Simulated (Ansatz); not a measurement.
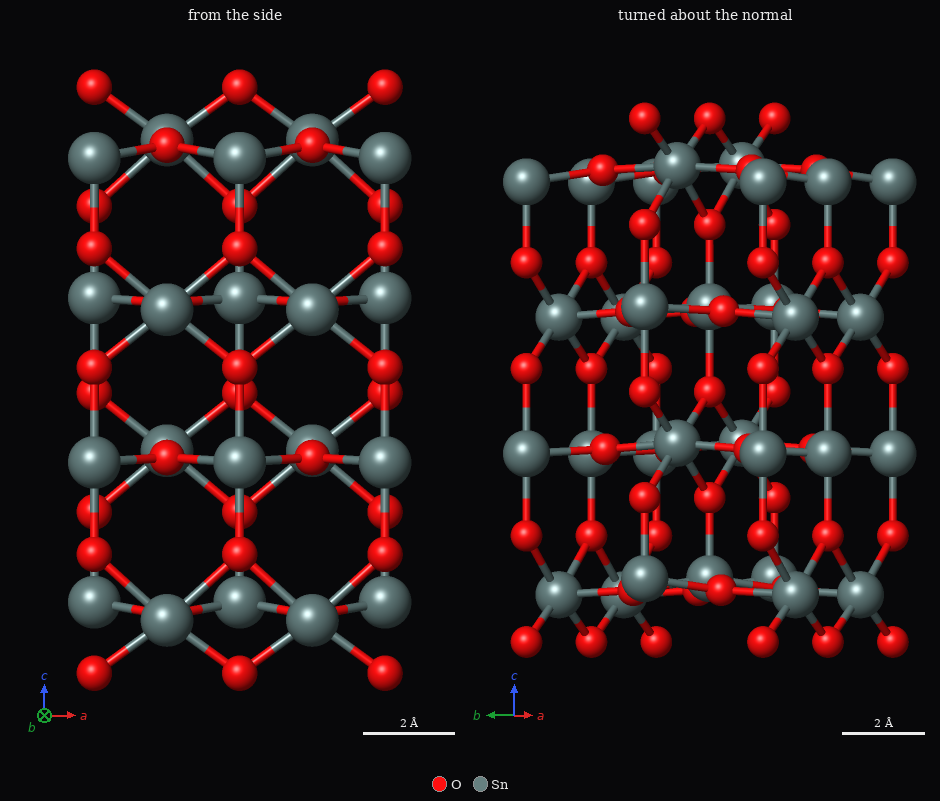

A ball-and-stick picture of a periodic slab, seen from the side and turned about the normal. The surface normal points up in side views; the vacuum is left out. 2×1 cells are drawn in the plane, with atoms at the edges repeated.

The cell holds 8 Sn, 16 O. The slab was cut from bulk SnO2 (P4_2/mnm).

How is each face terminated?

Answer. The top face ends in O, the bottom face in O. The two faces are alike.

Read the thickness off the scale bar.

Answer. About 13 Å from the lowest to the highest atom.

Give the Miller indices of the face.

Answer. (1 1 0).

The numbers come from Ansatz, DFT r2SCAN, scalar-relativistic, plane waves, PAW, using a cutoff energy of 500 eV, k-point mesh 8×4×1, Gaussian smearing of 0.05 eV, no spin polarisation.

How do the band edges align with the vacuum level on the upper side?

Answer. The valence edge lies 7.83 eV below it (ionisation potential) and the conduction edge 6.41 eV (electron affinity). These are Kohn-Sham band edges, only estimates of the true removal and addition energies, and on cut faces they can belong to dangling-bond states in place of the bulk bands.

The initial geometry was a structure listed in the Materials Project, from which a slab was cut. The atoms were relaxed in a fixed cell with Ansatz, DFT r2SCAN, scalar-relativistic, plane waves, PAW.
